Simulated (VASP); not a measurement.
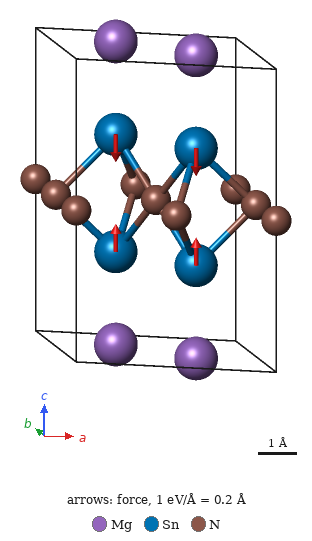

Starting geometry of a crystal of MgSn2N2 (a generated structure, set up in P6/mmm) with the computed forces as red arrows. Style: ball-and-stick. Shown: the cell of the calculation, slightly off an axis.

The run lets cell and atoms move.

Theory: Kohn-Sham DFT of a periodic cell, PBE, VASP PAW PBE potentials, recommended (VASP 6.6.1).

Input file:
```
SYSTEM = MgSn2N2
ALGO     = Fast           ! electronic algorithm
EDIFF    = 1E-4           ! SCF threshold, eV
EDIFFG   = -0.08          ! ionic threshold
ENCUT    = 520            ! plane-wave cutoff, eV
GGA      = PE             ! functional
IBRION   = 2              ! ionic algorithm
ISIF     = 3              ! what is computed and relaxed
ISMEAR   = 0              ! smearing method
LASPH    = .True.         ! aspherical terms in the spheres
LCHARG   = .False.        ! write CHGCAR
LREAL    = Auto         
LWAVE    = .False.        ! write WAVECAR
NELM     = 60             ! most SCF steps
NSW      = 24             ! ionic steps
PREC     = Normal         ! precision mode
SIGMA    = 0.15           ! smearing width, eV
```

Run as
```bash
cat potpaw_PBE.64/Mg/POTCAR potpaw_PBE.64/Sn_d/POTCAR potpaw_PBE.64/N/POTCAR > POTCAR
mpirun -np 1 vasp_std > vasp.out
```

**Is this structure relaxed? If not, where do the atoms go?**

It isn't relaxed: the largest force vector, on Sn atoms, is 3.79 eV/Å. The atoms end up moving mostly along the starting forces (cosine between the two patterns 1.00). The largest moves relative to the cell, 0.31 Å, are those of Sn atoms. N and Mg stay in place. The drawn cell changes as follows: a = b 5.682 → 5.785 Å (+1.8 %), c 8.236 → 8.985 Å (+9.1 %); the volume changes by +13.1 %. Among the contacts that change: Mg–Sn 2.527 → 3.066 Å, Sn–Sn 3.181 → 2.854 Å, N–Sn 2.285 → 2.196 Å. Bond angles that change, for instance: Sn–N–Sn 91.8° → 99.0°, Sn–N–Sn 88.2° → 81.0°, N–Sn–N 76.9° → 82.4°. The space group stays P6/mmm (No. 191). After 15 geometry steps the energy has fallen by 1.934 eV per cell of the calculation. The largest force component goes from 3.8 to 0.035 eV/Å. Pressure: −0.15 GPa at the start and 0.29 GPa at the end. The volume changes by over a tenth within one run on a fixed set of plane waves, so the end point should be relaxed again from the new cell.

Limits of the set-up: layers or molecules are held without a dispersion correction, so their spacing is unreliable.
